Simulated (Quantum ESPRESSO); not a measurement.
# MgO (Periclase): phonons by linear response

Wanted: phonon bands, density of states and zone-centre response of MgO (Periclase).

Method: DFT LDA, scalar-relativistic, plane waves, PseudoDojo norm-conserving pseudopotentials, in Quantum ESPRESSO 7.5.

**What experiment says.**

“Disentangling orbital and spin exchange interactions for Co2+ on a rocksalt lattice” (2018, arxiv:1807.05012) reports for MgO, rocksalt, by powder X-ray diffraction (polycrystalline end member, 300 K): lattice constant a (cubic cell parameter) 4.2118 ± 0.0001 Å [room-temperature value].

“Infrared Optical Properties of Ferropericlase (Mg1-xFexO): Experiment and Theory” (2007, arxiv:0704.2267) reports for MgO, rocksalt, by infrared reflectance, oscillator fit (wedged single crystal slab, 295 K): ε∞ (high-frequency dielectric constant) 2.95 ± 0.1; infrared mode (TO phonon at Gamma (T1u)) 396.5 cm⁻¹.

The database entry behind the starting cell differs from later determinations by our own check (about 0.1 % long), so it need not match the best structure at ambient conditions.

### Step 1. The starting structure

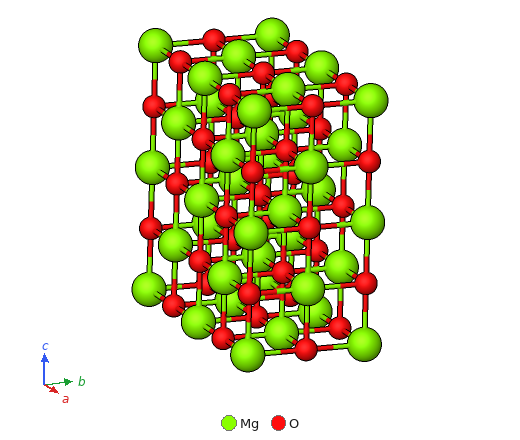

The cell as given, slightly off an axis (magnesium green, oxygen red). 2×1×2 cells are drawn. This picture shows the conventional cell, with its axes. Some periodic images of atoms are drawn too.

As a file:

```
CELL_PARAMETERS angstrom
-2.10850 0.00000 2.10850
0.00000 2.10850 2.10850
-2.10850 2.10850 0.00000
ATOMIC_POSITIONS crystal
Mg 0.00000 0.00000 0.00000
O 0.50000 0.50000 0.50000
```

### Step 2. A first look

Before anything dear is run, a loose run with smearing shows whether this is a metal and how far the cell is from rest.

The input, probe.in:

```
 &control
    calculation='scf',
    prefix='x',
    outdir='./tmp',
    pseudo_dir='./pseudo',
    tprnfor=.true.,
    tstress=.true.,
    verbosity='high',
 /
 &system
    ibrav=2,
    celldm(1)=7.96897507,
    nat=2,
    ntyp=2,
    ecutwfc=84.0,
    occupations='smearing',
    smearing='gaussian',
    degauss=0.01,
 /
 &electrons
    conv_thr=1.0d-07,
    mixing_beta=0.7,
    electron_maxstep=100,
 /
ATOMIC_SPECIES
 Mg     24.3050  Mg.upf
 O      15.9990  O.upf
ATOMIC_POSITIONS crystal
 Mg     0.000000000   0.000000000   0.000000000
 O      0.500000000   0.500000000   0.500000000
K_POINTS automatic
 8 8 8 0 0 0
```

Launch:

```
> OMP_NUM_THREADS=1 mpirun -n 4 pw.x -nk 4 -in probe.in > probe.out
```

Log:

```text
[banners, grids, parts of the stress and lines that vanish by symmetry left out]
Program PWSCF v.7.5
     bravais-lattice index     =            2
     lattice parameter (alat)  =       7.9690  a.u.
[...]
kinetic-energy cutoff     =      84.0000  Ry
     charge density cutoff     =     336.0000  Ry
     scf convergence threshold =      1.0E-07
[...]
Exchange-correlation= SLA  PW   NOGX NOGC
                           (   1   4   0   0   0   0   0)
[...]
48 Sym. Ops., with inversion, found
[...]
(     0          1          0      )
                  (     0          0          1      )
[...]
(  0.0000000  1.0000000  0.0000000 )
                  (  0.0000000  0.0000000  1.0000000 )
[...]
(     1          0         -1      )
                  (     0          0         -1      )
[...]
(  0.0000000 -1.0000000  0.0000000 )
[...]
(     0          1         -1      )
                  (     0          1          0      )
[...]
( -1.0000000  0.0000000  0.0000000 )
                  (  0.0000000  1.0000000  0.0000000 )
[...]
number of k points=    29  Gaussian smearing, width (Ry)=  0.0100
[...]
End of self-consistent calculation
[...]
the Fermi energy is    10.1914 ev
!    total energy              =    -151.83405386 Ry
[...]
convergence has been achieved in   7 iterations
[...]
atom    1 type  1   force =    -0.00000000   -0.00000000   -0.00000000
     atom    2 type  2   force =    -0.00000000   -0.00000000    0.00000000
[...]
Total force =     0.000000     Total SCF correction =     0.000000
[...]
total   stress  (Ry/bohr**3)                   (kbar)     P=      -65.28
[...]
XML data file, charge density, pseudopotentials, collected wavefunctions

   JOB DONE.
```

It took 2.9 s on 4 MPI ranks of Arm Neoverse V1, shared host.

Read from the output:

* volume per atom: 9.374 Å³
* pressure: -6.528 GPa
* gap on the k-mesh: 4.655 eV

A gap of 4.7 eV opens on this mesh, so the crystal is taken as an insulator; the start stands at -6.5 GPa.

### Step 3. Relaxation

The relaxation runs at a cutoff a fifth above that of the response, since stress converges more slowly with the basis than frequencies do. Forces and stress are brought to rest with tight thresholds.

The input, relax.in:

```
 &control
    calculation='vc-relax',
    prefix='x',
    outdir='./tmp',
    pseudo_dir='./pseudo',
    tprnfor=.true.,
    tstress=.true.,
    forc_conv_thr=2.0d-05,
    etot_conv_thr=1.0d-07,
    nstep=40,
 /
 &system
    ibrav=2,
    celldm(1)=7.96897507,
    nat=2,
    ntyp=2,
    ecutwfc=101,
    occupations='fixed',
    nbnd=10,
 /
 &electrons
    conv_thr=1.0d-11,
    mixing_beta=0.7,
    electron_maxstep=100,
 /
 &ions
 /
 &cell
    press_conv_thr=0.2,
 /
ATOMIC_SPECIES
 Mg     24.3050  Mg.upf
 O      15.9990  O.upf
ATOMIC_POSITIONS crystal
 Mg     0.000000000   0.000000000   0.000000000
 O      0.500000000   0.500000000   0.500000000
K_POINTS automatic
 10 10 10 0 0 0
```

Launch:

```
> OMP_NUM_THREADS=1 mpirun -n 4 pw.x -nk 4 -in relax.in > relax.out
```

Log:

```text
[banners, grids, parts of the stress and lines that vanish by symmetry left out]
[banner, memory and clock lines left out]
Program PWSCF v.7.5

[...]
kinetic-energy cutoff     =     101.0000  Ry
     charge density cutoff     =     404.0000  Ry
     scf convergence threshold =      1.0E-11
[...]
energy convergence thresh.=      1.0E-07
     force convergence thresh. =      2.0E-05
     press convergence thresh. =      2.0E-01
     Exchange-correlation= SLA  PW   NOGX NOGC
                           (   1   4   0   0   0   0   0)
[...]
48 Sym. Ops., with inversion, found
[...]
number of k points=    47
[...]
End of self-consistent calculation
[...]
highest occupied, lowest unoccupied level (ev):     7.6475   12.3031
!    total energy              =    -151.83410224 Ry
[...]
convergence has been achieved in  12 iterations
[...]
atom    1 type  1   force =     0.00000000    0.00000000    0.00000000
     atom    2 type  2   force =     0.00000000    0.00000000    0.00000000
     Total force =     0.000000     Total SCF correction =     0.000000
[...]
total   stress  (Ry/bohr**3)                   (kbar)     P=      -64.33
[...]
number of bfgs steps    =   0
[...]
CELL_PARAMETERS (alat=  7.96897507)
[...]
ATOMIC_POSITIONS (crystal)
Mg               0.0000000000        0.0000000000        0.0000000000
O                0.5000000000        0.5000000000        0.5000000000
[...]
New effective cutoffs (rho, wfc):  411.79  103.23
[...]
End of self-consistent calculation
[...]
highest occupied, lowest unoccupied level (ev):     8.0588   13.0427
!    total energy              =    -151.83520044 Ry
[...]
convergence has been achieved in   7 iterations
[...]
atom    1 type  1   force =     0.00000000    0.00000000   -0.00000000
     atom    2 type  2   force =    -0.00000000   -0.00000000    0.00000000
     Total force =     0.000000     Total SCF correction =     0.000000
[...]
total   stress  (Ry/bohr**3)                   (kbar)     P=      -12.91
[...]
number of bfgs steps    =   1
[...]
CELL_PARAMETERS (alat=  7.96897507)
[...]
ATOMIC_POSITIONS (crystal)
Mg              -0.0000000000       -0.0000000000        0.0000000000
O                0.5000000000        0.5000000000        0.5000000000
[...]
New effective cutoffs (rho, wfc):  414.03  103.79
[...]
End of self-consistent calculation
[...]
highest occupied, lowest unoccupied level (ev):     8.1622   13.2291
!    total energy              =    -151.83524128 Ry
[...]
convergence has been achieved in   7 iterations
[...]
atom    1 type  1   force =    -0.00000000   -0.00000000   -0.00000000
     atom    2 type  2   force =    -0.00000000    0.00000000   -0.00000000
     Total force =     0.000000     Total SCF correction =     0.000000
[...]
total   stress  (Ry/bohr**3)                   (kbar)     P=        0.86
[...]
number of bfgs steps    =   2
[...]
CELL_PARAMETERS (alat=  7.96897507)
[...]
ATOMIC_POSITIONS (crystal)
[...]
New effective cutoffs (rho, wfc):  413.89  103.75
[...]
End of self-consistent calculation
[...]
highest occupied, lowest unoccupied level (ev):     8.1557   13.2174
!    total energy              =    -151.83524146 Ry
[...]
convergence has been achieved in   5 iterations
[...]
atom    1 type  1   force =    -0.00000000   -0.00000000    0.00000000
     atom    2 type  2   force =     0.00000000    0.00000000    0.00000000
     Total force =     0.000000     Total SCF correction =     0.000000
[...]
total   stress  (Ry/bohr**3)                   (kbar)     P=       -0.01
[...]
number of bfgs steps    =   3
[...]
small trust_radius: resetting bfgs history
[...]
CELL_PARAMETERS (alat=  7.96897507)
[...]
ATOMIC_POSITIONS (crystal)
[...]
New effective cutoffs (rho, wfc):  413.89  103.75
[...]
End of self-consistent calculation
[...]
highest occupied, lowest unoccupied level (ev):     8.1558   13.2175
!    total energy              =    -151.83524146 Ry
[...]
convergence has been achieved in   1 iterations
[...]
atom    1 type  1   force =     0.00000000   -0.00000000    0.00000000
     atom    2 type  2   force =    -0.00000000   -0.00000000    0.00000000
     Total force =     0.000000     Total SCF correction =     0.000000
[...]
total   stress  (Ry/bohr**3)                   (kbar)     P=        0.00
[...]
bfgs converged in   5 scf cycles and   4 bfgs steps
[...]
End of BFGS Geometry Optimization
     Final enthalpy           =    -151.8352414572 Ry
     File ./tmp/x.bfgs deleted, as requested
[...]
CELL_PARAMETERS (alat=  7.96897507)
[...]
ATOMIC_POSITIONS (crystal)
Mg              -0.0000000000       -0.0000000000        0.0000000000
O                0.5000000000        0.5000000000        0.5000000000
[...]
Final scf calculation at the relaxed structure.
[...]
kinetic-energy cutoff     =     101.0000  Ry
     charge density cutoff     =     404.0000  Ry
     scf convergence threshold =      1.0E-13
[...]
press convergence thresh. =      2.0E-01
     Exchange-correlation= SLA  PW   NOGX NOGC
                           (   1   4   0   0   0   0   0)
[...]
48 Sym. Ops., with inversion, found
[...]
number of k points=    47
[...]
End of self-consistent calculation
[...]
highest occupied, lowest unoccupied level (ev):     8.1558   13.2175
!    total energy              =    -151.83523855 Ry
[...]
convergence has been achieved in  12 iterations
[...]
atom    1 type  1   force =    -0.00000000   -0.00000000   -0.00000000
     atom    2 type  2   force =     0.00000000   -0.00000000    0.00000000
     Total force =     0.000000     Total SCF correction =     0.000000
[...]
total   stress  (Ry/bohr**3)                   (kbar)     P=       -0.04
[...]
XML data file, charge density, pseudopotentials, collected wavefunctions
```

It took 23 s on 4 MPI ranks.

Step by step:

```csv
step,energy less that of the first step (eV),largest force (eV/Å),pressure (GPa),volume (Å³)
1,0.0000,0.0000,-6.43,18.75
2,-0.0149,0.0000,-1.29,18.14
3,-0.0155,0.0000,0.09,17.99
4,-0.0155,0.0000,0.00,18.00
5,-0.0155,0.0000,0.00,18.00
6,-0.0155,0.0000,0.00,18.00
```

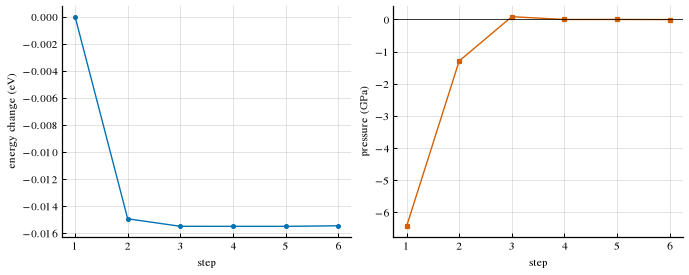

Energy and pressure along the relaxation.

```csv
"conventional cell, symmetrised",before,after,change
a (Å),4.217,4.160,-1.3 %
b (Å),4.217,4.160,-1.3 %
c (Å),4.217,4.160,-1.3 %
volume (Å³/atom),9.37,9.00,-4.0 %
```

Final coordinates:

```xyz
2
Lattice="-2.0802 0.0000 2.0802 0.0000 2.0802 2.0802 -2.0802 2.0802 0.0000" Properties=species:S:1:pos:R:3 pbc="T T T"
Mg    0.0000    0.0000    0.0000
O    -2.0802    2.0802    2.0802
```

The last row of the table of steps is pw.x's closing run on a basis chosen anew for the final cell, so its energy can jump.

Numbers from this step:

```yaml
volume_per_atom: 9.001 Å³
pressure: -0.004 GPa
gap_on_the_k_mesh: 5.062 eV
```

The volume changes by -4.0 % from the cell with which this run began.

### Step 4. Ground state

Perturbation theory inherits every error of the wavefunctions, so the threshold is set near the limit of the arithmetic. With a gap, occupations are fixed, which also allows the response to an electric field.

The input, scf.in:

```
 &control
    calculation='scf',
    prefix='x',
    outdir='./tmp',
    pseudo_dir='./pseudo',
    tprnfor=.true.,
    tstress=.true.,
 /
 &system
    ibrav=2,
    celldm(1)=7.86187509,
    nat=2,
    ntyp=2,
    ecutwfc=84.0,
    occupations='fixed',
    nbnd=10,
 /
 &electrons
    conv_thr=1.0d-12,
    mixing_beta=0.7,
    electron_maxstep=100,
 /
ATOMIC_SPECIES
 Mg     24.3050  Mg.upf
 O      15.9990  O.upf
ATOMIC_POSITIONS crystal
 Mg     0.000000000   0.000000000   0.000000000
 O      0.500000000   0.500000000   0.500000000
K_POINTS automatic
 12 12 12 0 0 0
```

Launch:

```
> OMP_NUM_THREADS=1 mpirun -n 4 pw.x -nk 4 -in scf.in > scf.out
```

Log:

```text
[banners, grids, parts of the stress and lines that vanish by symmetry left out]
[banner, memory and clock lines left out]
Program PWSCF v.7.5

[...]
kinetic-energy cutoff     =      84.0000  Ry
     charge density cutoff     =     336.0000  Ry
     scf convergence threshold =      1.0E-12
[...]
Exchange-correlation= SLA  PW   NOGX NOGC
                           (   1   4   0   0   0   0   0)
[...]
48 Sym. Ops., with inversion, found
[...]
number of k points=    72
[...]
End of self-consistent calculation
[...]
highest occupied, lowest unoccupied level (ev):     8.1559   13.2176
!    total energy              =    -151.83519223 Ry
[...]
convergence has been achieved in  12 iterations
[...]
atom    1 type  1   force =     0.00000000    0.00000000    0.00000000
     atom    2 type  2   force =     0.00000000    0.00000000    0.00000000
     Total force =     0.000000     Total SCF correction =     0.000000
[...]
total   stress  (Ry/bohr**3)                   (kbar)     P=       -0.64
[...]
XML data file, charge density, pseudopotentials, collected wavefunctions
```

It took 7.3 s on 4 MPI ranks.

This step gave:

| Quantity | Value |
| --- | --- |
| pressure | -0.064 GPa |

The cell stands at -0.064 GPa, close enough for phonons.

(Part 1 of 3 ends here.)

[Host names and launcher messages were left out of these logs when they were recorded.]

[Logs are printed without paths, hosts, clocks, repeated set-up lines and the standing remarks that a program may print on its own settings, such as how far it seeks lower states.]

[Hosts, paths, dates, database ids (printed as entryN), source tags and the programs' standing remarks are cut or masked in the printed files.]
